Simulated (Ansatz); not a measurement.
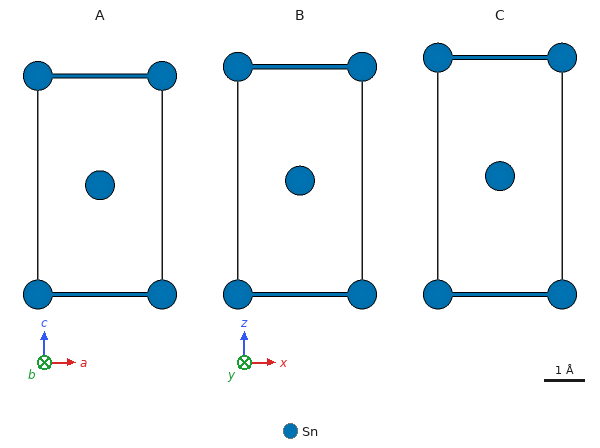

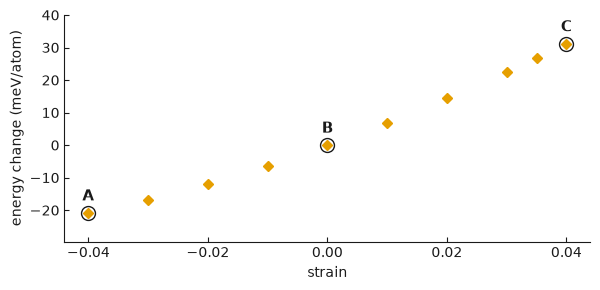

Solid Sn (I4/mmm): the cell is strained along z alone, with the atoms kept at their fractional coordinates. x, y and z are the Cartesian axes of the input. The lettered frames are marked on the plot. A ball-and-stick model of the conventional cell (2 times the calculation's cell), seen along the b axis. Lengths and directions refer to the drawn axes.

Level of theory: DFT r2SCAN, scalar-relativistic, plane waves, PAW (Ansatz 0.2.0). (plane-wave cutoff 500 eV; k-point mesh 20 × 20 × 20; occupations methfessel paxton; smearing width 0.1 eV; no spin polarisation). Energies (free energies at the smearing named) are counted from the cell as listed in its source, which wasn't relaxed.

Question: What does the scan show?

Answer: Of the computed points the lowest is at the strain −0.04, −20.8 meV/atom. The energy is still falling at the end of the range, so the minimum along this coordinate lies there or beyond. The unrelaxed reference is under a pressure of −2.8 GPa, which tilts the curve. The distortion keeps the space group I4/mmm. At the strain −0.04 the cell of the drawing goes c 5.831 → 5.598 Å.
